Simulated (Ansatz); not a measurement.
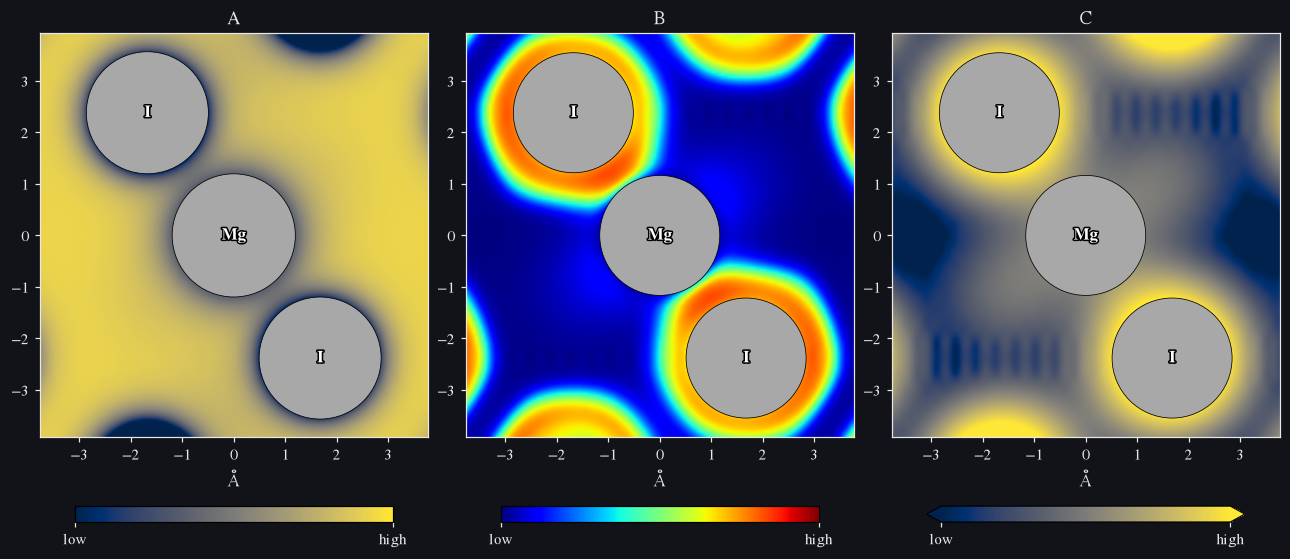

MgI$_{2}$: 3 fields on the (110) plane of the conventional cell, with unlabelled colour scales. Grey discs cover the atomic cores.

Space group P-3m1.

Method: DFT PBE+D3(BJ), scalar-relativistic, plane waves, PAW (Ansatz).

Question: The panels show electron localisation function, electrostatic potential energy of an electron and valence pseudo-density in some order. Assign them.

Answer: Panel A: electrostatic potential energy of an electron (low next to the atoms, rising into the space between them). Panel B: electron localisation function. Panel C: valence pseudo-density. From the grid: Mg–I (2.91 Å): ρ is about 0.26 e/Å³ halfway; the ELF peaks at about 0.85 in the valence shell of I, 1.3 Å from its nucleus, and falls to about 0.05 next to Mg; a closed-shell, largely ionic contact.
